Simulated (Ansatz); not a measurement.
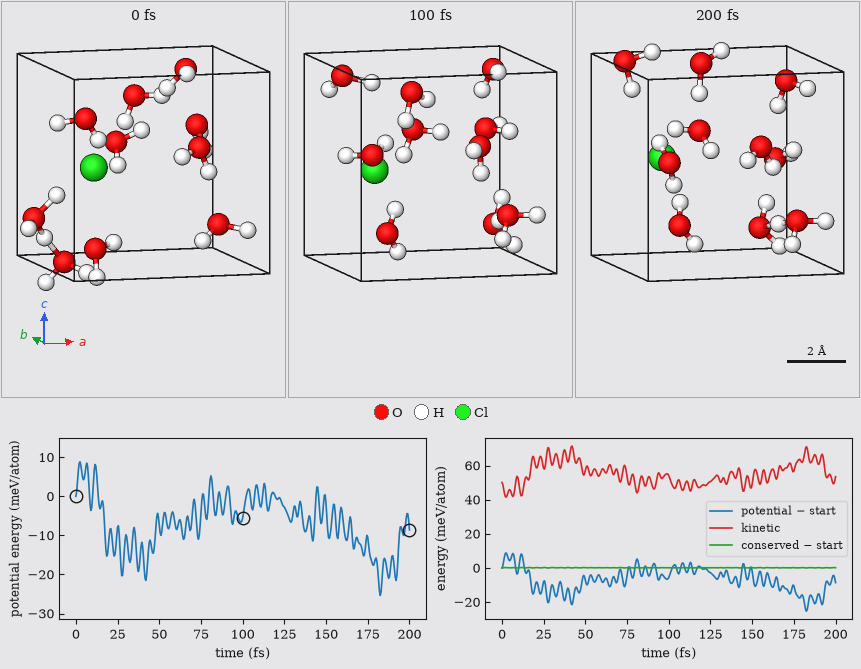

First-principles dynamics of a periodic cell with 10 H2O + 1 HCl at 1.025 g/cm³, 200 fs long. It starts from the last geometry of an earlier run, with fresh velocities. Frames and the history of the run. A ball-and-stick model of the simulation cell, seen slightly off an axis. Atoms that leave the cell re-enter on the other side.

Theory: Ansatz 0.2.0, DFT PBEsol, scalar-relativistic, plane waves, PAW. Run with plane-wave cutoff 420 eV; k-point mesh 1 × 1 × 1; Fermi-Dirac smearing 0.02 eV; low-accuracy preset; Nosé-Hoover thermostat (NVT); set temperature 400 K; time step 0.5 fs; thermostat time 200.0 fs.

Input file:
```yaml
accuracy: low
crystal:
  lattice:
    - [7.054004, 0.0, 0.0]
    - [0.0, 7.054004, 0.0]
    - [0.0, 0.0, 7.054004]
  atoms:
    - { symbol: O, position: [0.61126207, 0.14983985, 0.00487051] }
    - { symbol: H, position: [0.53151005, 0.20294694, -0.09170121] }
    - { symbol: H, position: [0.57811628, 0.01610733, 0.0013812] }
    - { symbol: O, position: [0.17148528, 0.22926558, 0.11984632] }
    - { symbol: H, position: [0.16432823, 0.17807102, -0.01290944] }
    - { symbol: H, position: [0.28541101, 0.29851453, 0.13909971] }
    - { symbol: O, position: [0.489269, 0.95509778, 0.54456805] }
    - { symbol: H, position: [0.60534529, 0.90583877, 0.60537326] }
    - { symbol: H, position: [0.47157287, 0.86346665, 0.44314852] }
    - { symbol: O, position: [0.19265175, 0.84650829, 0.97497269] }
    - { symbol: H, position: [0.11055426, 0.88357623, 0.87224246] }
    - { symbol: H, position: [0.27508729, 0.73278174, 0.93299525] }
    - { symbol: O, position: [0.46761652, 0.55892392, 0.82676182] }
    - { symbol: H, position: [0.59191738, 0.50182335, 0.83106308] }
    - { symbol: H, position: [0.42202359, 0.56439614, 0.69964949] }
    - { symbol: O, position: [0.08909579, 0.11665945, 0.78295093] }
    - { symbol: H, position: [0.16417738, 0.15103678, 0.67163388] }
    - { symbol: H, position: [-0.03338746, 0.18777468, 0.75719298] }
    - { symbol: O, position: [0.86029504, 0.80902708, 0.63383311] }
    - { symbol: H, position: [0.87770804, 0.73512125, 0.51754803] }
    - { symbol: H, position: [0.91058748, 0.92546298, 0.58222989] }
    - { symbol: O, position: [0.71834225, 0.27946124, 0.59568967] }
    - { symbol: H, position: [0.60680747, 0.19655093, 0.56480562] }
    - { symbol: H, position: [0.77653527, 0.31449933, 0.46917236] }
    - { symbol: O, position: [0.9981997, 0.71171858, 0.21625548] }
    - { symbol: H, position: [0.93277711, 0.57975509, 0.18536769] }
    - { symbol: H, position: [1.07781116, 0.79811102, 0.10585378] }
    - { symbol: O, position: [0.84845143, 0.3883847, 0.19614967] }
    - { symbol: H, position: [0.74862034, 0.32246029, 0.12659209] }
    - { symbol: H, position: [0.97696127, 0.31524936, 0.17133662] }
    - { symbol: Cl, position: [0.26492069, 0.57538087, 0.47476079] }
    - { symbol: H, position: [0.10556963, 0.68096613, 0.33073933] }
basis:
  ecutwfc: 420.0
kpoints:
  mp_grid: { grid: [1, 1, 1] }
hamiltonian:
  xc: pbesol
scf:
  occupations: { method: fermi_dirac, width: 0.02 }
  lower_state_search: "off"
md:
  timestep: 0.5
  n_steps: 400
  ensemble: nvt_nose_hoover
  temperature: 400.0
  initial_velocities: maxwell_boltzmann
  seed: 85721
  nose_hoover: { tau: 200.0, chain_length: 1 }
```

Command:
```bash
ansatz run input.yaml --threads 1 --pin off --max-ram 3072MiB --backend cpu --events-out ev --progress --plain --runs-dir out
```

What happens in this trajectory?

Answer. In the second half of the run the atoms are, in the root-mean-square, this far from where they began (common drift taken out): H 1.04 Å, O 0.87 Å, Cl 0.52 Å. The heavy atoms stay within a fraction of a molecule's size of their starting places; so short a run doesn't tell a liquid from a solid. Bond changes: 3 H–O bonds form between 96 fs and 184 fs; 2 H–O bonds break between 134 fs and 158 fs. The mean temperature in the second half is 435 K (standard deviation 47 K). The potential energy is still drifting at the end, so the run hasn't reached equilibrium. The potential energy in the second half lies on average 7.5 meV per atom below the first frame. The conserved quantity stays between −0.055 and 0.28 meV per atom of its start. A straight-line fit has a slope that amounts to −0.03 meV per atom over 200 fs (under 0.1 % of the mean kinetic energy), and the ripple about it is 1.1 % of the kinetic energy's fluctuation. With a drift under 2 % and a ripple under 7 %, the integration is accurate.

Limits of the set-up: the program's low-accuracy preset was used; the periodic images lie only 7.1 Å apart, so the values are limited by the cell's size.

Cost: 8.3 min on 1 thread of Arm Neoverse V2, with other jobs on the host, peak memory 0.4 GiB.
